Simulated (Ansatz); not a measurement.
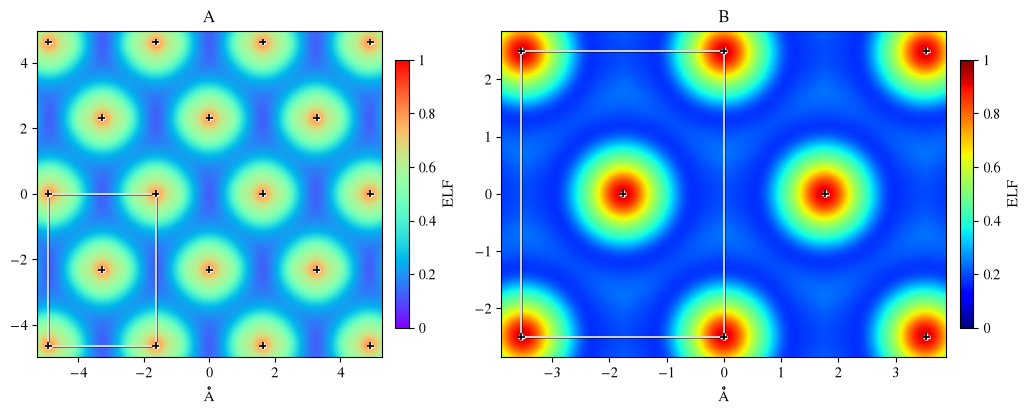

The ELF of 2 systems, each on a plane through atoms (crosses mark nuclei in the plane).

Theory: DFT r2SCAN, scalar-relativistic, plane waves, PAW in Ansatz 0.2.0.

System 1: Au, the (011) plane of the conventional cell. Space group Im-3m; computed without spin polarisation.

```
CELL_PARAMETERS angstrom
3.27521 0.00000 0.00000
0.00000 3.27521 0.00000
0.00000 0.00000 3.27521
ATOMIC_POSITIONS crystal
Au 0.00000 0.00000 0.00000
Au 0.50000 0.50000 0.50000
```

System 2: Cd, the (011) plane of the conventional cell. Space group Im-3m.

```
Cd
1.0
     3.53664    0.00000    0.00000
     0.00000    3.53664    0.00000
     0.00000    0.00000    3.53664
Cd
2
Direct
  0.00000 0.00000 0.00000
  0.50000 0.50000 0.50000
```

**Which map belongs to which system?**

Panel A is system 1, Au: the plane holds Au. Au–Au (2.84 Å): the ELF is about 0.20 at the midpoint; no shared electron pair shows on this line. Panel B is system 2, Cd: the plane holds Cd. Cd–Cd (3.06 Å): the ELF is about 0.20 at the midpoint (no localised pair shows between them).
